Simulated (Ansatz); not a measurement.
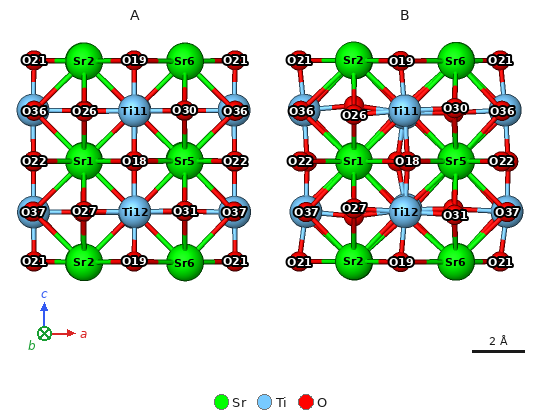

Two geometries of a defect cell of composition Sr₈Ti₈O₂₃, drawn at one scale. One is the start of a relaxation, the other its converged end. A ball-and-stick model of the atoms within 5.8 Å of the atom that moves most (axes of the cell of the calculation), seen along the b axis.

Method: DFT, PBEsol, PAW, plane waves in Ansatz. (plane-wave cutoff 420 eV; k-point mesh 1 × 1 × 1; mesh shifted by (0.25, 0.25, 0.25); no spin polarisation; atoms relaxed in a fixed cell; force threshold 0.03 eV/Å; at most 80 steps)

Question: Which one is relaxed?

Answer: Structure B is the relaxed one. An O atom moves most: 0.27 Å along [−3 1 0]. By element the largest moves are O 0.27 Å, Ti 0.13 Å, Sr 0.08 Å. The lattice vectors keep their values. Near-neighbour distances that change, for instance: O–Sr 2.783 → 3.059 Å, O–Sr 2.755 → 3.003 Å, O–Sr 2.789 → 2.572 Å, O–Sr 2.770 → 2.556 Å. Among the angles between lasting bonds that change: Ti–O–Ti 179.0° → 161.2°, Ti–O–Ti 178.4° → 165.1°, Ti–O–Ti 178.9° → 166.7°. After 13 geometry steps the energy has fallen by 0.591 eV per cell of the calculation. Largest force component: 1.4 eV/Å at the start, 0.023 eV/Å at the end. The run took 7.6 s on 1 × NVIDIA GB200 with 8 threads of Arm Neoverse-V2, peak memory 1.6 GiB.

Limits of the set-up: the periodic images lie only 7.8 Å apart, so the values are limited by the cell's size.
